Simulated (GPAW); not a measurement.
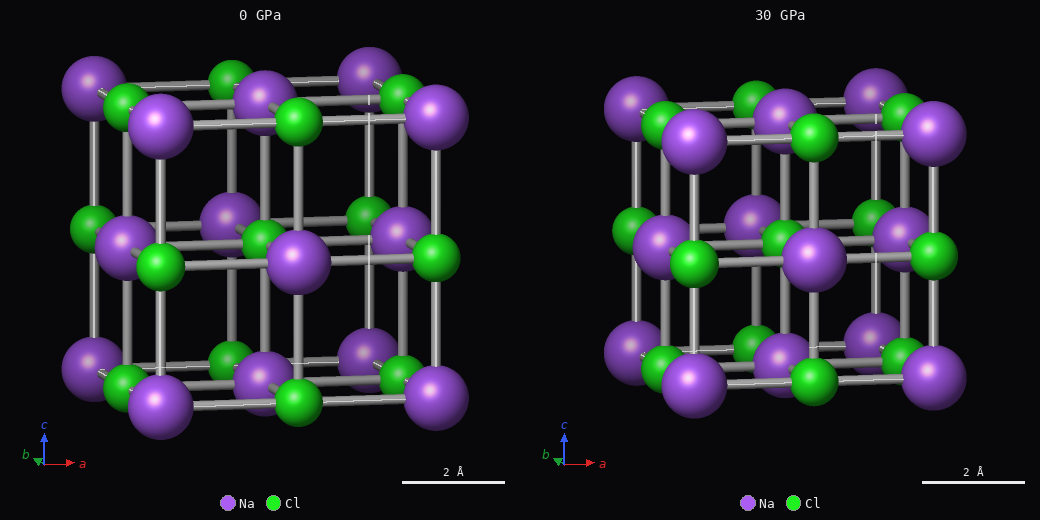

NaCl, rock salt (NaCl type), space group Fm-3m (No. 225), relaxed (cell and atoms) under a series of hydrostatic pressures; the conventional cell is drawn at the lowest and the highest, to one scale (sticks follow a distance rule). The start was a structure listed in the Materials Project.

Alike in all runs: GPAW 26.7.0; functional PBEsol; potentials PAW data sets generated in the run's folder for this functional; cutoff 800 eV; k mesh 8 × 8 × 8 on the run's cell of 2 atoms; occupations fermi-dirac, width 0.05 eV; no spin polarisation; no spin-orbit coupling.

```tsv
pressure (GPa)	volume (Å³/atom)	a (Å)	gap (eV)
0.0	22.008	5.605	5.01
2.1	20.539	5.477	5.28
4.9	19.229	5.358	5.57
10.0	17.608	5.203	6.01
20.0	?	?	?
30.0	14.465	4.873	6.89
```

Q: Fit a third-order Birch-Murnaghan equation to the rows given and use it to fill in the volume that is left out.

A: The fit gives V0 = 22.00 Å³/atom, B0 = 26 GPa and B0′ = 4.7, which puts the volume at 20.0 GPa at 15.68 Å³/atom. The run gave volume 15.683 Å³/atom; a 5.006 Å; gap 6.68 eV.

Q: How does the gap move over the whole range?

A: It widens from 5.01 to 6.89 eV.

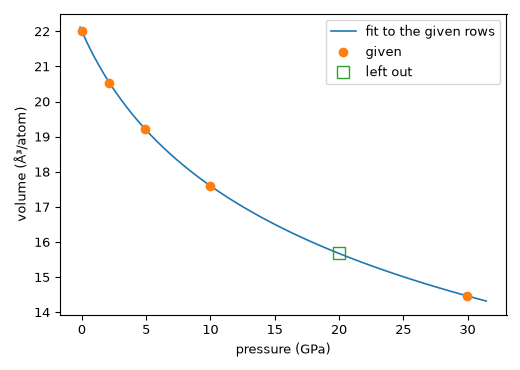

Volume against pressure, with the fit. The structure was kept in its own symmetry, so a change to another phase within this range wouldn't be seen. Gaps are the least found on the k-mesh, which can miss the band edges.

Caveat: later steps reuse the first step's grids.
